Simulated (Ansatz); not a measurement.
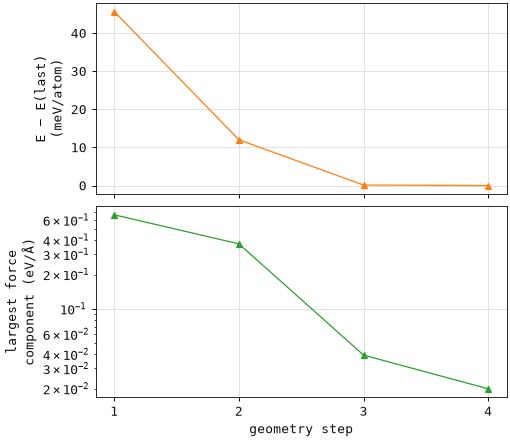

The picture comes from a calculation with Ansatz.

History of a geometry optimisation. Only the atoms move.

```
crystal:
  lattice:
    - [5.1872062408, 0.0, 0.0]
    - [0.0, 5.1872062408, 0.0]
    - [0.0, 0.0, 22.3358174165]
  atoms:
    - { symbol: S, position: [0.5, 0.5, 0.3357835471] }
    - { symbol: K, position: [0.0, 0.5, 0.4178917736] }
    - { symbol: K, position: [0.5, 0.0, 0.4178917736] }
    - { symbol: S, position: [0.0, 0.0, 0.5] }
    - { symbol: K, position: [0.5, 0.0, 0.5821082264] }
    - { symbol: K, position: [0.0, 0.5, 0.5821082264] }
    - { symbol: S, position: [0.5, 0.5, 0.6642164529] }
basis:
  ecutwfc: 420
kpoints:
  mp_grid: { grid: [5, 5, 1] }
hamiltonian:
  xc: pbesol
scf:
  occupations: { method: gaussian, width: 0.05 }
output:
  forces: true
  eigenvalues: true
relax:
  adjacent_minimum: "off"
  f_tol: 0.02
  max_steps: 60
efield:
  axis: 3
  dipole_correction: true
```

### How did the optimisation end?

The optimisation met its thresholds at geometry 4, counting the start as the first. The energy fell by about 46 meV/atom from the first step to the last. The largest force component goes from about 0.67 eV/Å at the start to 0.02 eV/Å at the end.
